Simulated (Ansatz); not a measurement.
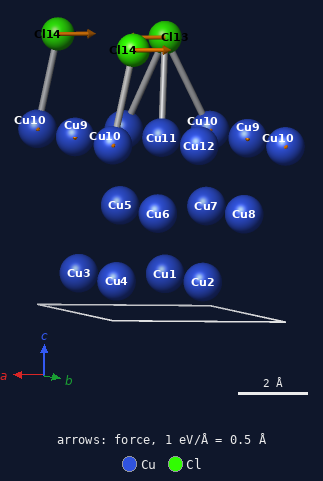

Starting geometry of a slab of composition Cu$_{6}$Cl (cut from the Fm-3m phase) with the computed forces as orange arrows. The picture is a ball-and-stick view of the cell of the calculation, outlined in the plane, without the vacuum, seen from a free direction.

Case: 1 Cl2 a cell, flat, over a hollow Cu-Cu-Cu site. The slab is the (1 1 1) face of Cu with Cl2 on it. 4 atoms are held fixed.

These are results of DFT PBE+D3(BJ), scalar-relativistic, plane waves, PAW (Ansatz 0.2.0), not measurements. Set-up: plane-wave cutoff 420 eV; k-point mesh 4 × 4 × 1; occupations gaussian; smearing width 0.1 eV; no spin polarisation; dipole correction; atoms relaxed in a fixed cell; force threshold 0.04 eV/Å; at most 100 steps.

**What follows when this structure is relaxed?**

It isn't relaxed: the largest force vector, on Cl13, is 2.38 eV/Å. The final displacements follow the starting forces only in part (cosine between the two patterns 0.31). The energy falls by 2.140 eV per cell of the calculation in 18 accepted moves (20 points after the start). The largest force component goes from 2.3 to 0.0013 eV/Å. 2 steps only repeated the SCF at the same geometry. The forces were under the threshold at step 16, but the run went on from there. The atom that moves furthest is Cl13 (1.80 Å at 54° to the normal (−c side)). By element the largest moves are Cl 1.80 Å, Cu 0.10 Å. The cell doesn't change. Some distances before and after: Cu9–Cl13 4.024 → 2.267 Å, Cl13–Cl14 1.998 → 2.964 Å, Cu11–Cl13 3.138 → 2.267 Å, Cu10–Cl14 2.842 → 2.190 Å. New bonds form: Cu9–Cl13 (4.02 → 2.27 Å). Bonds break: Cl13–Cl14 (2.00 → 2.96 Å). Cost: 18 min on 4 threads of Arm Neoverse N1, on a shared host, peak memory 2 GiB.

Limits of the set-up: the periodic images lie only 5.0 Å apart, so the values are limited by the cell's size.
